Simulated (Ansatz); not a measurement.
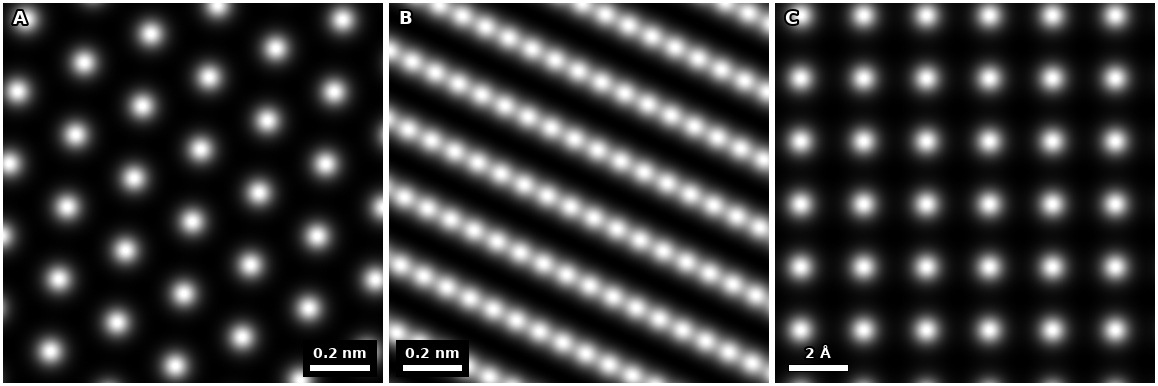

Three views of Rh (Im-3m, No. 229) along different zone axes. Simulated as the projected potential of neutral atoms (B = 0.5 Å²) blurred by a 0.50 Å probe, the thin-sample limit of integrated differential phase contrast. Atomic positions: coordinates from a relaxation with DFT, m-r2SCAN, plane waves (500 eV) with PAW, scalar-relativistic (Ansatz 0.2.0); the starting structure was generated, so it need not be a known form of this composition.

```yaml
crystal:
  lattice:
    - [3.04428, 0.00000, 0.00000]
    - [0.00000, 3.04428, 0.00000]
    - [0.00000, 0.00000, 3.04428]
  atoms:
    - { symbol: Rh, position: [0.00000, 0.00000, 0.00000] }
    - { symbol: Rh, position: [0.50000, 0.50000, 0.50000] }
```

> Match the panels to the zone axes [001], [111] and [211].

A is [111]: projected cell 2.49 × 2.49 Å, 120°, plane group p6mm. B is [211]: projected cell 0.88 × 2.15 Å, 90°, plane group p2mm. C is [001]: projected cell 2.15 × 2.15 Å, 90°, plane group p4mm.
